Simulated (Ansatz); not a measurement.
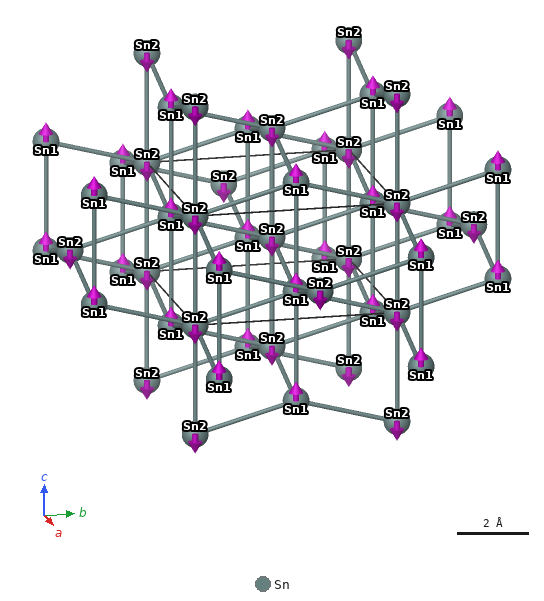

This is a relaxation of crystalline Sn (set up in I4_1/amd). The starting structure is drawn; purple arrows show the displacements (the part carried along by the change of the cell is left out), 3 times their true length.

Style: ball-and-stick. Shown: the conventional cell (2 times the calculation's cell), slightly off an axis. Lengths and directions refer to the drawn axes.

These are results of DFT PBE, scalar-relativistic, plane waves, PAW in Ansatz 0.2.0, not measurements. Settings: plane-wave cutoff 420 eV; k-point mesh 12 × 12 × 12; occupations gaussian; smearing width 0.15 eV; no spin polarisation.

What happened in the run?

The largest moves relative to the cell, 0.19 Å, are those of Sn1 and Sn2. Sn2 goes along −c. The volume changes by −0.1 %, with a 5.929 → 6.087 Å (+2.7 %), b 5.929 → 5.759 Å (−2.9 %), c 3.233 → 3.239 Å (+0.2 %). Near-neighbour distances that change, for instance: Sn1–Sn2 3.073 → 3.116 Å, Sn1–Sn1 3.233 → 3.239 Å. Among the angles between lasting bonds that change: Sn2–Sn1–Sn2 149.5° → 164.0°, Sn2–Sn1–Sn2 149.5° → 135.1°, Sn1–Sn1–Sn2 105.3° → 98.0°. The space group (tolerance 0.01 Å) goes from I4_1/amd (No. 141) to Imma (No. 74).
